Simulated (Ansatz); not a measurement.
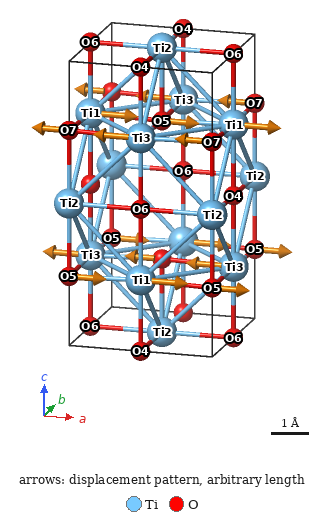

The lowest optical mode of a crystal of Ti3O4, space group I4/mmm (No. 139), at the zone centre. The orange arrows give the relative displacements of the atoms. A ball-and-stick model of the conventional cell (2 times the calculation's cell), seen slightly off an axis. Lengths and directions refer to the drawn axes.

The calculation used DFT PBEsol, scalar-relativistic, plane waves, PAW (Ansatz 0.2.0). Settings: plane-wave cutoff 420 eV; k-point mesh 12 × 12 × 12; occupations fermi dirac; smearing width 0.15 eV; no spin polarisation.

The frequencies depend somewhat on the k-mesh and the smearing.

Question: Is the structure stable against all modes at this point?

Answer: Yes: this softest mode has a real frequency, and so have all others here. That speaks for this wave vector alone: the rest of the zone wasn't checked in this run. This is the E_g mode (doubly degenerate; one member of the set is drawn) at 14.8 meV, the lowest optical level, Raman-active by symmetry. The Ti (2b) and O (4c) atoms stay at rest; all motion is along a; atoms of one kind move against one another, with no net shift of any sublattice; the kinetic energy is shared as Ti 81 %, O 19 %.
